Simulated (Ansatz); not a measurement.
**MgO2: a changed input and its effect**

System: MgO2 (R-3m, 3 atoms in the cell).
Method of run A: DFT r2SCAN, scalar-relativistic, plane waves, PAW, no spin polarisation (Ansatz 0.2.0).

The structure derives from a Materials Project entry. Text and figures count atoms from 1; the logs count them from 0 in places.

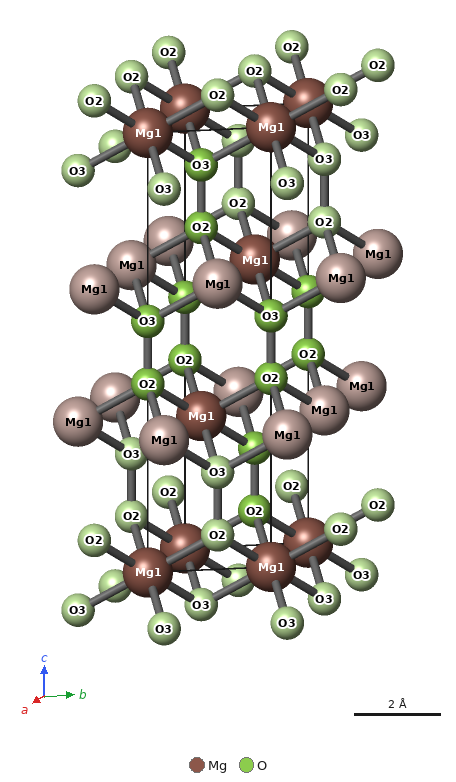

**Figure 1.** The structure (ball-and-stick view of the cell 3 times as large as that of the calculation, set on its symmetry axes, seen slightly off an axis; neighbours outside the cell are drawn fainter; atoms are numbered from 1 in the order of the input). An atom can appear more than once, as a periodic image. Near neighbours in the periodic cell (some may lie outside the picture): Mg has 6 O at 1.98 Å; O has 3 Mg at 1.98 Å and 1 O at 1.49 Å.

The input, run A:
```yaml
crystal:
  lattice:
    - [1.4763801347, 0.8523884682, 3.4939788749]
    - [-1.4763801347, 0.8523884682, 3.4939788749]
    - [0.0, -1.7047769364, 3.4939788749]
  atoms:
    - { symbol: Mg, position: [0.0, 0.0, 0.0] }
    - { symbol: O, position: [0.428786, 0.428786, 0.428786] }
    - { symbol: O, position: [0.571214, 0.571214, 0.571214] }
basis:
  ecutwfc: 500
kpoints:
  mp_grid: { grid: [12, 12, 12] }
hamiltonian:
  xc: r2scan
scf:
  occupations: { method: gaussian, width: 0.05 }
output:
  forces: true
  stress: true
  eigenvalues: true
```

Command:
```bash
ansatz run input.yaml --threads 1 --pin off --max-ram 2560MiB --backend cpu --events-out ev --progress --plain --runs-dir out
```

Hardware: 1 thread of Intel Xeon (Sapphire Rapids), 32 GiB of memory available, shared host.

Output, shortened to warnings, some set-up lines, iterations and results (run A):
```
Basis set: ecut = 500 eV, 667 PW (Γ), exchange–correlation on 120×120×120 points (64 copies of the dense FFT grid, shifted against one another)
Symmetry: 12 space group operations
k-points: 189 of 1728
Initial density: superposition of atomic densities (neutral atoms: chi_scale 0, normalization atom), corrected by the library's trained network
[...]
SCF iter   1: F=—  HF=-3063.336419 eV  |F-HF|=—  |Δ(HF+E_count)|=         —  Δρ=1.16e-2  dr2=1.06e-2  dr2_τ=1.59e-1  ethr=1.77e-3  ⟨swp⟩=5.8  Hψ=15671  notcnv=0
SCF iter   2: F=—  HF=-3063.425574 eV  |F-HF|=—  |Δ(HF+E_count)|=   8.92e-2  Δρ=5.56e-3  dr2=2.80e-3  dr2_τ=2.73e-4  ethr=4.81e-5  ⟨swp⟩=2.2  Hψ=7215  notcnv=0
SCF iter   3: F=—  HF=-3063.426117 eV  |F-HF|=—  |Δ(HF+E_count)|=   5.43e-4  Δρ=1.84e-3  dr2=4.38e-4  dr2_τ=6.54e-5  ethr=1.27e-5  ⟨swp⟩=2.0  Hψ=4622  notcnv=0
SCF iter   4: F=—  HF=-3063.425999 eV  |F-HF|=—  |Δ(HF+E_count)|=   1.18e-4  Δρ=3.28e-4  dr2=7.67e-6  dr2_τ=3.59e-6  ethr=1.99e-6  ⟨swp⟩=2.0  Hψ=3811  notcnv=0
SCF iter   5: F=—  HF=-3063.426005 eV  |F-HF|=—  |Δ(HF+E_count)|=   5.90e-6  Δρ=6.09e-5  dr2=2.60e-7  dr2_τ=5.98e-8  ethr=3.49e-8  ⟨swp⟩=2.2  Hψ=3563  notcnv=0
SCF iter   6: F=-3063.426005 eV  HF=-3063.426005 eV  |F-HF|=8.09e-10  |Δ(HF+E_count)|=   4.04e-7  Δρ=9.83e-6  dr2=1.09e-8  dr2_τ=2.47e-9  ethr=4.55e-10  ⟨swp⟩=5.0  Hψ=12348  …
SCF 1 converged in 6 iterations: F = -3063.426005 eV  dr2 = 1.09e-8
SCF converged after 6 iterations
Free energy (F): -3063.426005 eV
Harris-Foulkes:  -3063.426005 eV  (|F-HF|=8.09e-10)
Internal energy: -3063.426005 eV  (E = F + TS)
E sigma→0 (E₀):  -3063.426005 eV
Fermi energy:    9.073898 eV
--- Per-component energies (eV) ---
  E_band       = -338.788438
  E_kinetic    = 433.039104
  E_local      = -2017.000941  (includes V_loc(G=0)·N_el)
  E_nonlocal   = 191.450749
  E_hartree    = 702.568931
  E_xc         = -175.635110
  E_vxc        = -253.482831  (∫ρ·V_xc dr)
  E_paw        = -614.977808  (= ΣΔE_a)
  E_vpaw       = -114.357195  (= ΣTr[D̂ρ^β])
  E_aug_tail   = 0.002036  (compensation charges beyond the density's cutoff)
  E_vtau       = 16.423391  (kinetic-family band-sum trace: ∫τ·v_τ [+ j·A + Jᵃ·Aᵃ] dr)
  E_ewald      = -1582.782876
  E_core_change = -0.090090  (= ΣΔE_core)
  E_smearing   = -0.000000  (= −TS)
  E_closure    = 0.000000  (closes the sum)
  Σ components = -3063.426005   (vs F -3063.426005, Δ=0.00e0)
--- Forces (eV/Å), atoms counted from 1 ---
  atom   1  Mg    -0.00000000     0.00000000     0.00000000
  atom   2  O     -0.00000000     0.00000000     1.56573789
  atom   3  O      0.00000000    -0.00000000    -1.56573789
  max |Σ_I F_I| component: 2.22e-16 eV/Å
--- Stress (GPa, compression-positive) ---
       27.935757       0.000000       0.000000
        0.000000      27.935757      -0.000000
        0.000000      -0.000000      -1.216734
  P = ⅓ Tr σ = 18.2183 GPa (182.183 kbar)
```

For run B the input was changed thus:
```diff
-    - [1.4763801347, 0.8523884682, 3.4939788749]
-    - [-1.4763801347, 0.8523884682, 3.4939788749]
-    - [0.0, -1.7047769364, 3.4939788749]
+    - [1.4763801347, 0.8523884682, 3.2144605649]
+    - [-1.4763801347, 0.8523884682, 3.2144605649]
+    - [0.0, -1.7047769364, 3.2144605649]
```

What does this change do to the results?

With the same functional and potentials, run B lies 133.0 meV per atom higher. The gap on the mesh goes from 2.59 to 4.71 eV. The pressure goes from 18.22 to 47.38 GPa. The largest force goes from 1.566 to 1.360 eV/Å. The volume per atom goes from 8.79 to 8.09 Å³. The number of SCF iterations is the same. The plane waves at Γ go from 667 to 641.

Output, shortened to warnings, some set-up lines, iterations and results (run B):
```
Basis set: ecut = 500 eV, 641 PW (Γ), exchange–correlation on 108×108×108 points (64 copies of the dense FFT grid, shifted against one another)
Symmetry: 12 space group operations
k-points: 189 of 1728
Initial density: superposition of atomic densities (neutral atoms: chi_scale 0, normalization atom), corrected by the library's trained network
[...]
SCF iter   1: F=—  HF=-3062.926363 eV  |F-HF|=—  |Δ(HF+E_count)|=         —  Δρ=9.53e-3  dr2=8.17e-3  dr2_τ=2.20e-1  ethr=1.77e-3  ⟨swp⟩=5.7  Hψ=15668  notcnv=0
SCF iter   2: F=—  HF=-3063.026728 eV  |F-HF|=—  |Δ(HF+E_count)|=   1.00e-1  Δρ=4.59e-3  dr2=2.11e-3  dr2_τ=2.53e-4  ethr=3.71e-5  ⟨swp⟩=2.4  Hψ=7268  notcnv=0
SCF iter   3: F=—  HF=-3063.027078 eV  |F-HF|=—  |Δ(HF+E_count)|=   3.50e-4  Δρ=1.79e-3  dr2=3.20e-4  dr2_τ=6.65e-5  ethr=9.60e-6  ⟨swp⟩=2.4  Hψ=4986  notcnv=0
SCF iter   4: F=—  HF=-3063.027006 eV  |F-HF|=—  |Δ(HF+E_count)|=   7.17e-5  Δρ=3.79e-4  dr2=9.38e-6  dr2_τ=3.00e-6  ethr=1.45e-6  ⟨swp⟩=2.0  Hψ=3819  notcnv=0
SCF iter   5: F=—  HF=-3063.027012 eV  |F-HF|=—  |Δ(HF+E_count)|=   5.96e-6  Δρ=3.83e-5  dr2=8.88e-8  dr2_τ=2.45e-8  ethr=4.26e-8  ⟨swp⟩=2.9  Hψ=5084  notcnv=0
SCF iter   6: F=-3063.027012 eV  HF=-3063.027012 eV  |F-HF|=1.87e-9  |Δ(HF+E_count)|=   1.80e-7  Δρ=7.59e-6  dr2=4.68e-9  dr2_τ=1.33e-9  ethr=4.04e-10  ⟨swp⟩=2.1  Hψ=10491  …
SCF 1 converged in 6 iterations: F = -3063.027012 eV  dr2 = 4.68e-9
SCF converged after 6 iterations
Free energy (F): -3063.027012 eV
Harris-Foulkes:  -3063.027012 eV  (|F-HF|=1.87e-9)
Internal energy: -3063.027012 eV  (E = F + TS)
E sigma→0 (E₀):  -3063.027012 eV
Fermi energy:    11.881080 eV
--- Per-component energies (eV) ---
  E_band       = -313.850432
  E_kinetic    = 440.406591
  E_local      = -1962.151748  (includes V_loc(G=0)·N_el)
  E_nonlocal   = 192.249521
  E_hartree    = 684.915190
  E_xc         = -177.270443
  E_vxc        = -255.712226  (∫ρ·V_xc dr)
  E_paw        = -615.716655  (= ΣΔE_a)
  E_vpaw       = -114.870118  (= ΣTr[D̂ρ^β])
  E_aug_tail   = 0.002056  (compensation charges beyond the density's cutoff)
  E_vtau       = 16.396342  (kinetic-family band-sum trace: ∫τ·v_τ [+ j·A + Jᵃ·Aᵃ] dr)
  E_ewald      = -1625.371433
  E_core_change = -0.090090  (= ΣΔE_core)
  E_smearing   = -0.000000  (= −TS)
  E_closure    = 0.000000  (closes the sum)
  Σ components = -3063.027012   (vs F -3063.027012, Δ=0.00e0)
--- Forces (eV/Å), atoms counted from 1 ---
  atom   1  Mg    -0.00000000     0.00000000    -0.00000000
  atom   2  O     -0.00000000    -0.00000000    -1.35972782
  atom   3  O      0.00000000     0.00000000     1.35972782
  max |Σ_I F_I| component: 4.44e-16 eV/Å
--- Stress (GPa, compression-positive) ---
       37.032717       0.000000       0.000000
        0.000000      37.032717       0.000000
        0.000000       0.000000      68.064447
  P = ⅓ Tr σ = 47.3766 GPa (473.766 kbar)
```

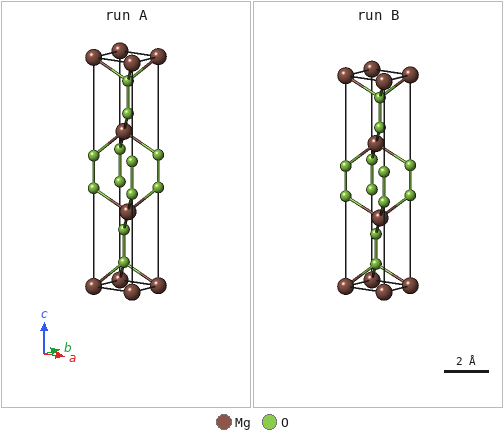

**Figure 2.** The two input geometries at one scale (ball-and-stick view of the cell 3 times as large as that of the calculation, set on its symmetry axes, seen slightly off an axis). The atoms keep their places relative to the cell (all moves are under 0.005 Å). Cell: a = b stay at 2.953 Å, c 10.482 → 9.643 Å (−8.0 %). Volume −8.0 %. Among the contacts that change: O–O 1.493 → 1.373 Å, Mg–O 1.977 → 1.937 Å.

The two runs side by side:

| quantity | run A | run B |
| --- | --- | --- |
| outcome | converged | converged |
| free energy per atom (eV) | −1021.1420 | −1021.0090 |
| gap on the mesh (eV) | 2.59 | 4.71 |
| pressure (GPa) | 18.22 | 47.38 |
| volume per atom (Å³) | 8.79 | 8.09 |
| largest force (eV/Å) | 1.566 | 1.360 |
| SCF iterations | 6 | 6 |
| irreducible k-points | 189 | 189 |
| plane waves at Γ | 667 | 641 |
| wall time (shared host) | 9 s | 7.4 s |
